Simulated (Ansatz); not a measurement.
## Run report: InP, single-point calculation (part 1 of 2)

The run: single-point calculation of InP (slab, 12 atoms in the cell). Method and program: DFT PBE, scalar-relativistic, plane waves, PAW, no spin polarisation (Ansatz 0.2.0).

The structure derives from an entry of the Crystallography Open Database. It belongs to a series of runs on one base structure; here: the substrate alone at its places in the stack. Figures and captions count atoms from 1; the log counts them from 0 in places.

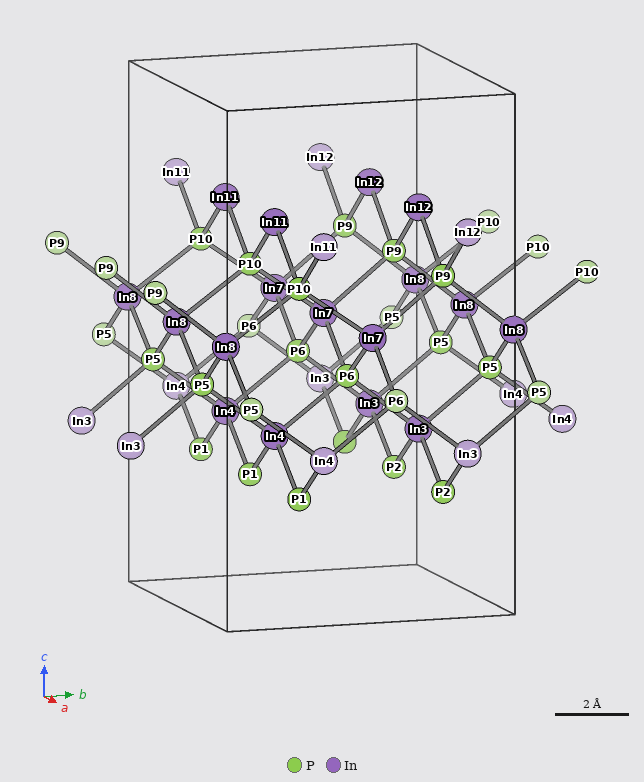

**Figure 1.** The structure as given in the input (ball-and-stick view of the 2 × 1 repeat of the cell, with the vacuum cut short, seen slightly off an axis; neighbours outside the cell are drawn fainter; atoms are numbered from 1 in the order of the input). An atom can appear more than once, as a periodic image. Near neighbours in the periodic cell (some may lie outside the picture): P has 2 In at 2.55 Å; In has 4 P at 2.54 to 2.64 Å; P has 4 In at 2.54 to 2.64 Å; In has 2 P at 2.60 to 2.63 Å.

**Input**
```yaml
crystal:
  lattice:
    - [4.2144047902, 0.0, 0.0]
    - [0.0, 8.4288095804, 0.0]
    - [0.0, 0.0, 30.3936793731]
  atoms:
    - { symbol: P, position: [-0.0016401304, 0.250377085, 0.2499522967] }
    - { symbol: P, position: [-0.0016754119, 0.7506121392, 0.2489021676] }
    - { symbol: In, position: [0.4983272603, 0.7505375726, 0.2959665653] }
    - { symbol: In, position: [0.4983610802, 0.2505196529, 0.2970666431] }
    - { symbol: P, position: [0.4982442284, -0.0013898594, 0.3486937899] }
    - { symbol: P, position: [0.4982458054, 0.5024720999, 0.3486947935] }
    - { symbol: In, position: [-0.0017692449, 0.5057442518, 0.3953195064] }
    - { symbol: In, position: [-0.0017709675, -0.0045152502, 0.395309137] }
    - { symbol: P, position: [-0.0022774455, 0.7506624812, 0.4490919738] }
    - { symbol: P, position: [-0.0025769434, 0.2506059589, 0.4449045194] }
    - { symbol: In, position: [0.4971074966, 0.2505314639, 0.4951284584] }
    - { symbol: In, position: [0.4974007816, 0.7513805882, 0.500895543] }
basis:
  ecutwfc: 420
kpoints:
  mp_grid: { grid: [8, 4, 1] }
hamiltonian:
  xc: pbe
scf:
  occupations: { method: gaussian, width: 0.1 }
output:
  forces: true
  stress: true
  eigenvalues: true
  write_density: true
  write_potential: true
  elf: true
  volumetric_format: npy
efield:
  axis: 3
  dipole_correction: true
  ramp_width: 0.04
```

Machine: 8 threads of Arm Neoverse V2, 24 GiB of memory available, shared host.

Run as:
```bash
ansatz run input.yaml --threads 8 --pin off --max-ram 20480MiB --backend cpu --events-out ev --progress --plain --runs-dir out
```

**What the program printed**
```
Engine: ansatz 0.2.0, aarch64-unknown-linux-gnu
Pseudopotentials: kind: paw
Pseudopotential: P, paw, valence charge 5, recommended cutoff 420 eV (normal), P.paw.azcp
Pseudopotential: In, paw, valence charge 13, recommended cutoff 420 eV (normal), In.paw.azcp
Functional definition: PBE
  parameter kappa = 0.804
  parameter beta = 0.06672455060314922
  exchange = pbe_x(kappa = kappa, mu = beta*pi^2/3)
  correlation = pbe_c(beta = beta)
Crystal: 12 atoms, lattice volume = 1079.657 Å³
Basis set: ecut = 420 eV, 21035 PW (Γ), exchange–correlation on 60×120×432 points (8 copies of the dense FFT grid, shifted against one another)
Bands: 66, of which v1, the nominal top of the filled ones, is band 54 counted from 1 (53 counted from 0)
Symmetry: 1 space group operations
Space group: P1 (ITA 1), of the structure as read, at distance tolerance 1.0e-4 Å
k-points: 18 of 32 (time reversal used)
Non-local potential: P, projectors of the file, l = 0: 2, l = 1: 2, l = 2: 2
Non-local potential: In, projectors of the file, l = 0: 2, l = 1: 2, l = 2: 2, l = 3: 2
PAW form: soft (Blöchl's): semilocal exchange-correlation on the pseudo side does not see the compensation charge
PAW one-centre angular grid: P, 110 points (default); XC on 64 Gauss nodes
PAW one-centre angular grid: In, 590 points (default); XC on 64 Gauss nodes
Initial density: superposition of atomic densities (neutral atoms: chi_scale 0, normalization atom), corrected by the library's trained network
Initial wavefunctions: pseudopotential atomic-orbital guess
Functional: x = pbe(κ = 0.804, μ = 0.2195149727645171), c = pbe(β = 0.06672455060314922)
SCF iter   1: F=—  HF=-38117.524555 eV  |F-HF|=—  |Δ(HF+E_count)|=         —  Δρ=4.58e-3  dr2=6.73e0  ethr=1.77e-3  p=0.261 e·Å  D=4.38e-2 V/Å  ΔV_dip=-1.33 eV  dr2_dipole=2.53e0  V_vac-E_F(+/−)=4.66/5.99 eV  ⟨swp⟩=10.1  Hψ=5775  notcnv=0  defer=16
efield: sawtooth ramp at fractional position 0.8549 (placed from the atoms, in the widest stretch of the axis that holds none; the zero of the levels goes with the place), width 0.0400; the density the first Hamiltonian is built on has a dipole p = 0.261 e·Å; the dipole correction subtracts the counter field D = 4.38e-2 V/Å, which shifts the + side's vacuum level by -1.33 eV against the − side's; the planar-averaged density in the ramp window peaks in size at 2.7e-7 e/Å³
preconditioner: auto → LDOS  [metal: Δε(μ)=0.006 eV  Ē_g=12.290 eV  σ=0.100 eV  W_gap=0.04  n_scr=122 (ndim 8)  ℏωp=11.7 eV  f_vac=0.634  D(μ)=9.22/eV (n_scr^D=30)  β→1.0]
SCF iter   2: F=—  HF=-38117.395812 eV  |F-HF|=—  |Δ(HF+E_count)|=   1.29e-1  Δρ=1.69e-3  dr2=7.05e-1  ethr=1.77e-3  p=0.345 e·Å  D=5.77e-2 V/Å  ΔV_dip=-1.76 eV  dr2_dipole=2.37e-1  V_vac-E_F(+/−)=4.42/6.17 eV  ⟨swp⟩=3.3  Hψ=1518  notcnv=0  defer=44
SCF iter   3: F=—  HF=-38117.375312 eV  |F-HF|=—  |Δ(HF+E_count)|=   2.05e-2  Δρ=4.64e-4  dr2=1.11e-2  ethr=6.53e-4  p=0.329 e·Å  D=5.52e-2 V/Å  ΔV_dip=-1.68 eV  dr2_dipole=3.06e-4  V_vac-E_F(+/−)=4.43/6.11 eV  ⟨swp⟩=2.1  Hψ=1218  notcnv=0  defer=49
SCF iter   4: F=—  HF=-38117.373621 eV  |F-HF|=—  |Δ(HF+E_count)|=   1.69e-3  Δρ=1.88e-4  dr2=2.86e-3  ethr=1.02e-5  p=0.333 e·Å  D=5.59e-2 V/Å  ΔV_dip=-1.70 eV  dr2_dipole=6.23e-7  V_vac-E_F(+/−)=4.41/6.11 eV  ⟨swp⟩=2.0  Hψ=1849  notcnv=0  defer=49
SCF iter   5: F=—  HF=-38117.373395 eV  |F-HF|=—  |Δ(HF+E_count)|=   2.27e-4  Δρ=7.08e-5  dr2=3.74e-4  ethr=2.65e-6  p=0.337 e·Å  D=5.64e-2 V/Å  ΔV_dip=-1.72 eV  dr2_dipole=5.18e-8  V_vac-E_F(+/−)=4.39/6.11 eV  ⟨swp⟩=2.0  Hψ=1284  notcnv=0  defer=49
SCF iter   6: F=—  HF=-38117.373375 eV  |F-HF|=—  |Δ(HF+E_count)|=   1.92e-5  Δρ=3.34e-5  dr2=6.96e-5  ethr=3.47e-7  p=0.338 e·Å  D=5.67e-2 V/Å  ΔV_dip=-1.72 eV  dr2_dipole=1.07e-5  V_vac-E_F(+/−)=4.38/6.11 eV  ⟨swp⟩=2.1  Hψ=1629  notcnv=0  defer=49
SCF iter   7: F=—  HF=-38117.373392 eV  |F-HF|=—  |Δ(HF+E_count)|=   1.65e-5  Δρ=2.05e-5  dr2=2.44e-5  ethr=6.45e-8  p=0.339 e·Å  D=5.67e-2 V/Å  ΔV_dip=-1.72 eV  dr2_dipole=1.03e-6  V_vac-E_F(+/−)=4.38/6.10 eV  ⟨swp⟩=2.1  Hψ=1677  notcnv=0  defer=45
SCF iter   8: F=—  HF=-38117.373389 eV  |F-HF|=—  |Δ(HF+E_count)|=   2.71e-6  Δρ=1.31e-5  dr2=8.29e-6  ethr=2.26e-8  p=0.339 e·Å  D=5.68e-2 V/Å  ΔV_dip=-1.73 eV  dr2_dipole=7.06e-7  V_vac-E_F(+/−)=4.38/6.10 eV  ⟨swp⟩=2.2  Hψ=1810  notcnv=0  defer=45
SCF iter   9: F=—  HF=-38117.373388 eV  |F-HF|=—  |Δ(HF+E_count)|=   1.03e-6  Δρ=5.03e-6  dr2=1.10e-6  ethr=7.67e-9  p=0.339 e·Å  D=5.69e-2 V/Å  ΔV_dip=-1.73 eV  dr2_dipole=1.81e-7  V_vac-E_F(+/−)=4.38/6.10 eV  ⟨swp⟩=2.2  Hψ=1855  notcnv=0  defer=45
SCF iter  10: F=—  HF=-38117.373388 eV  |F-HF|=—  |Δ(HF+E_count)|=   1.05e-7  Δρ=1.98e-6  dr2=1.36e-7  ethr=1.02e-9  p=0.339 e·Å  D=5.69e-2 V/Å  ΔV_dip=-1.73 eV  dr2_dipole=8.95e-9  V_vac-E_F(+/−)=4.38/6.10 eV  ⟨swp⟩=2.3  Hψ=2141  notcnv=0  defer=45
SCF iter  11: F=-38117.373388 eV  HF=-38117.373388 eV  |F-HF|=3.03e-8  |Δ(HF+E_count)|=   8.77e-8  Δρ=1.03e-6  dr2=5.07e-8  ethr=9.26e-11  p=0.339 e·Å  D=5.69e-2 V/Å  ΔV_dip=-1.73 eV  dr2_dipole=8.03e-9  V_vac-E_F(+/−)=4.38/6.10 eV  ⟨swp⟩=22.2  Hψ=11165  notcnv=0
SCF 1 converged in 11 iterations: F = -38117.373388 eV  dr2 = 5.07e-8
  greatest PAW one-centre occupation: 0.983 electrons in one spin orbital (limit 2), on the In atom at site 10 (counted from 0), in its partial waves of l = 2
```

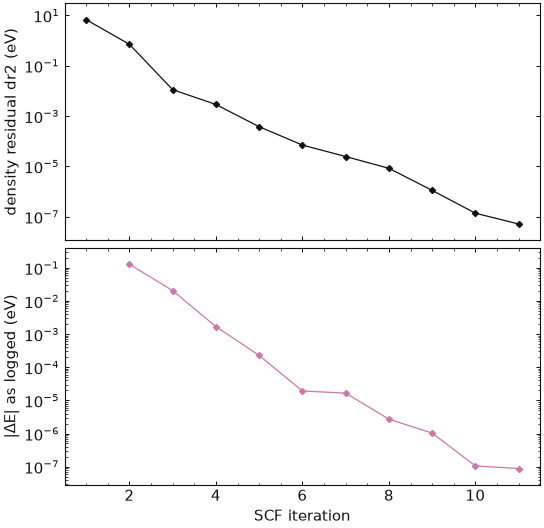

**Figure 2.** Convergence of the self-consistent field: density residual dr2 and size of the energy change against the SCF iteration. The residual falls at every step.

```
WARN: The output density's exchange-correlation potential varies sharply where the density is thin. Do not read a vacuum level from v_tot or v_xc, or from such a field of the output density. On a cell that repeats whose density bears no net charge and no dipole along the vacuum's axis use v_es (v_loc + v_h of the components); under efield.dipole_correction with no amplitude use v_es + v_field, which holds any external_charges[].barrier, or the levels of the report's work_function block, which leave it out; under a non-zero efield.amplitude the vacuum is tilted and has no level; on a cell that repeats and bears such a dipole with no correction it is tilted too, and efield.dipole_correction with no amplitude gives each side of its ramp a level where efield: is served; in a cell that repeats whose density bears a net charge (total_charge, or a fill off its count) it is curved and has none; of a slab under crystal.periodic whose density bears no net charge use v_es, which has a level on each side, short of where the two are joined; of another it falls or rises all the way out and has none; of a slab beside external_charges read slab_vacuum_level instead, which it has where they leave it neutral. The grid or the basis barely resolves most such structure, and the values can differ between equally converged runs; as a rule a tighter scf.convergence.dr2_threshold does not remove it. Where the density itself ripples (under the LDA too) a higher basis.ecutwfc lessens it. The files hold the spikes' plane waves up to the density's cutoff. Files: v_tot_of_output_density and the like, and their columns of v_z.tsv (output.write_potential); v_xc_of_output_density and the like, and their columns of v_comp_z.tsv (output.write_potential_components). Measured: with its Gaussian average of σ = 0.25 Å subtracted twice, the exchange-correlation potential is over 0.1 eV at 42 of the grid points where the equally averaged density (valence and model cores) is under 1e-3 e/Å³, and 0.201 eV at the most among them, at an averaged density of 9.6e-4 e/Å³. The input density's (outcome.potential() and, of a run that writes arrays, v_tot and v_xc) is over 0.1 eV, so measured, at 42 points of its own thin density, 0.201 eV at the most. See output.write_potential in the manual, Limitations
SCF converged after 11 iterations
Free energy (F): -38117.373388 eV
Harris-Foulkes:  -38117.373388 eV  (|F-HF|=3.03e-8)
Internal energy: -38117.316279 eV  (E = F + TS)
E sigma→0 (E₀):  -38117.344834 eV
Entropy (-TS):   -0.057109 eV (-4.759 meV/atom)
Fermi energy:    -1.794753 eV
Dipole field:    D = 0.056926 V/Å  (p = 0.339650 e·Å, saw-weighted, corrected)
Work function:   Φ+ = 4.3747 eV   Φ− = 6.1049 eV
Levels:          The Fermi level and band energies are counted from a zero that moves with the ramp; work functions are not
--- Per-component energies (eV) ---
  E_band       = -1233.471451
  E_kinetic    = 1858.131526
  E_local      = -83121.212290  (includes V_loc(G=0)·N_el)
  E_nonlocal   = 2405.071950
  E_hartree    = 40215.010231
  E_xc         = -1649.718477
  E_vxc        = -944.845570  (∫ρ·V_xc dr)
  E_paw        = -28341.582658  (= ΣΔE_a)
  E_vpaw       = -1859.111354  (= ΣTr[D̂ρ^β])
  E_aug_tail   = 0.000172  (compensation charges beyond the density's cutoff)
  E_efield     = 0.009667  (sawtooth field / dipole correction)
  E_vefield    = -1.534432  (∫n·V_field dr)
  E_ewald      = 30516.973600
  E_smearing   = -0.057109  (= −TS)
  E_closure    = 0.000000  (closes the sum)
  Σ components = -38117.373388   (vs F -38117.373388, Δ=0.00e0)
```
